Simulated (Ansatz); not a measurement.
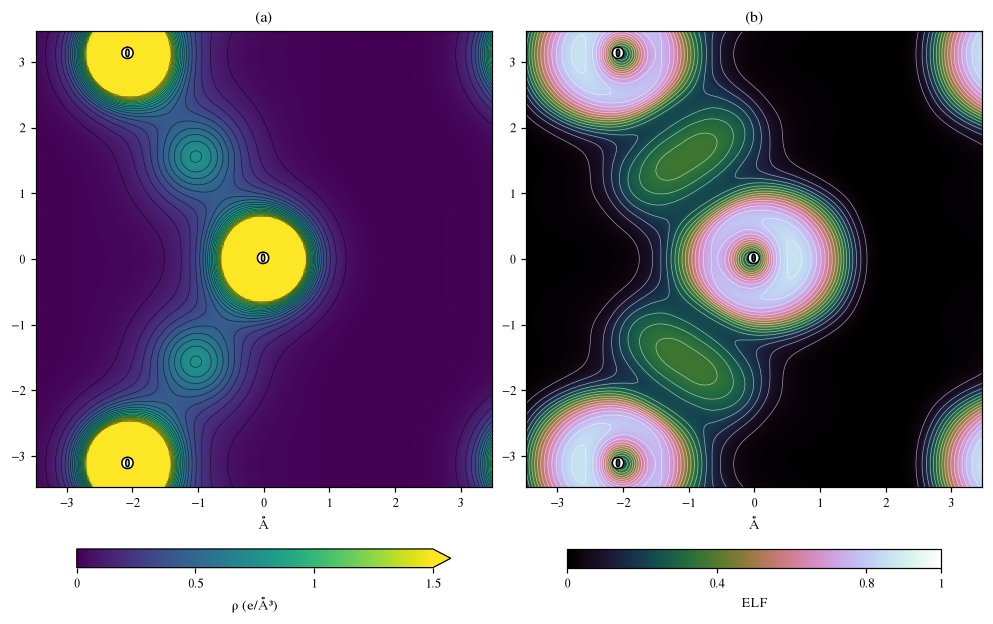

The picture shows: PbO₂. (a) valence charge density (pseudo); (b) electron localisation function on the (001) plane of the conventional cell.

Space group I-42d.

Theory: DFT PBE, scalar-relativistic, plane waves, PAW (Ansatz).

In a PAW calculation such maps are meaningful between the atoms, not at the nuclei.

> Read the bonding off the picture.

- The plane passes through O nuclei.
- Atoms just off the plane (Pb, 0.9 Å away) can leave unmarked features too.
- The density dies away to nearly zero in the voids.
- The ELF also peaks beside O, away from the bonds: lone-pair regions.

> Does the calculation make it a metal, or give it a gap?

It is gapped, with a Kohn–Sham gap of 0.88 eV on the k-point mesh (the band edges may lie off the mesh, which would make the gap smaller).
